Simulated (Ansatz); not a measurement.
**SiGe2: density, localisation and related maps**

```cif
data_structure
_symmetry_space_group_name_H-M 'P 1'
_symmetry_Int_Tables_number 1
_cell_length_a 2.9622
_cell_length_b 2.9622
_cell_length_c 14.1230
_cell_angle_alpha 90.000
_cell_angle_beta 90.000
_cell_angle_gamma 120.000
_cell_volume 107.32
loop_
_atom_site_label
_atom_site_type_symbol
_atom_site_fract_x
_atom_site_fract_y
_atom_site_fract_z
_atom_site_occupancy
Si1 Si 0.66667 0.33333 0.16276 1
Si2 Si 0.66667 0.33333 0.83724 1
Ge1 Ge 0.33333 0.66667 0.00000 1
Ge2 Ge 0.33333 0.66667 0.32122 1
Ge3 Ge 0.33333 0.66667 0.67878 1
Ge4 Ge 0.66667 0.33333 0.50000 1
```

Space group P-6m2; a structure generated by program, which may or may not match a known phase.

These are results of Ansatz, DFT PBE, scalar-relativistic, plane waves, PAW, not measurements.

In a PAW calculation such maps are meaningful between the atoms, not at the nuclei.

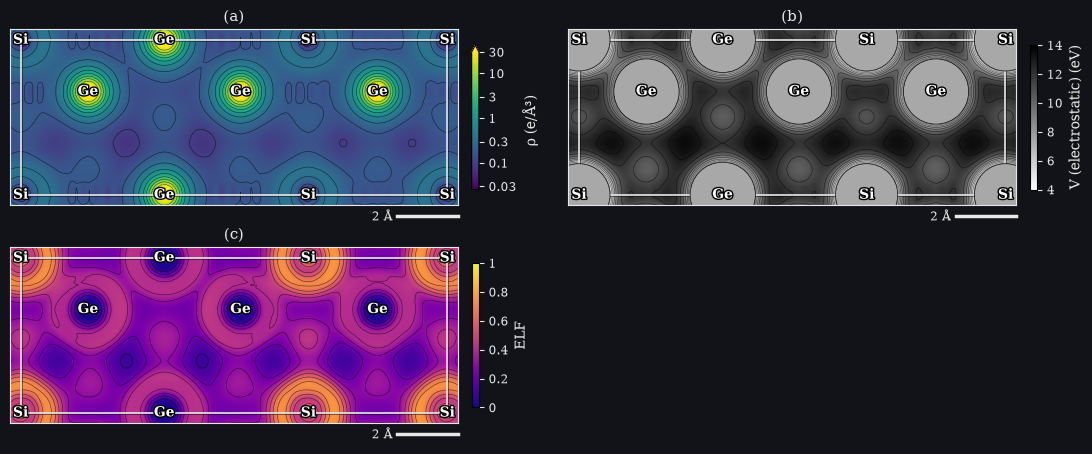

Figure 1. (a) valence electron density; (b) electrostatic potential energy of an electron; (c) ELF on the (110) plane of the conventional cell. Grey discs cover the atomic cores in the potential map.

Read the bonding off the picture.

Answer. The section cuts through Si and Ge sites.
Si–Ge (2.82 Å): the density is about 0.25 e/Å³ at the midpoint; the ELF peaks at about 0.75 in the valence shell of Si, 0.9 Å from its nucleus, and is about 0.45 at the midpoint.
Si–Ge (2.87 Å): ρ at the midpoint is about 0.23 e/Å³; the ELF peaks at about 0.75 in the valence shell of Si, 0.9 Å from its nucleus, and is about 0.45 at the midpoint.
Ge–Ge (3.05 Å): ρ at the midpoint is about 0.18 e/Å³; the ELF is about 0.30 at the midpoint.
Between the atoms the lowest density in this plane is 0.07 e/Å³.
Outside the cores the potential energy rises away from the atoms and is highest about 2.1 Å from the nearest atoms; its zero is arbitrary.

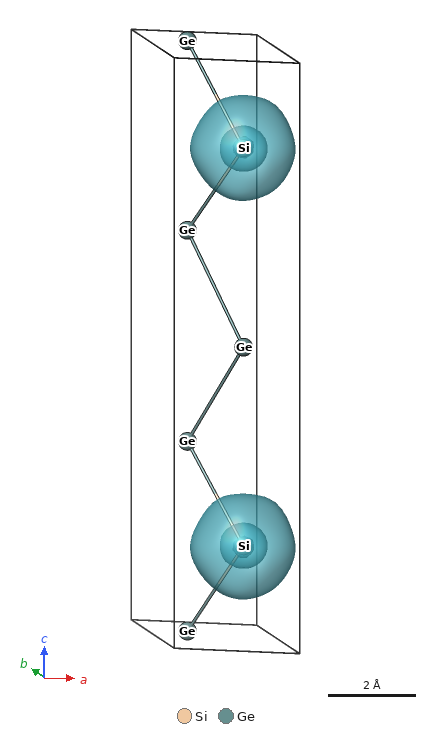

Figure 2. Isosurface of the ELF at 0.55 (cyan), seen slightly off an axis. Core shells and regions of very low density are left out. Sticks mark near contacts.

What do the ELF domains correspond to?

Answer. At this value the surface marks out two regions wrapped around Si (the valence shell of each) and two small core shells on Si, counted in one cell of 6 atoms. Any copies at cell faces, edges or corners count once.


 Ge–Ge (2.96 Å): the ELF is about 0.35 at the midpoint.

Metal or insulator at this level of theory?

Answer. It is metallic or semimetallic at this level of theory: no gap opens.
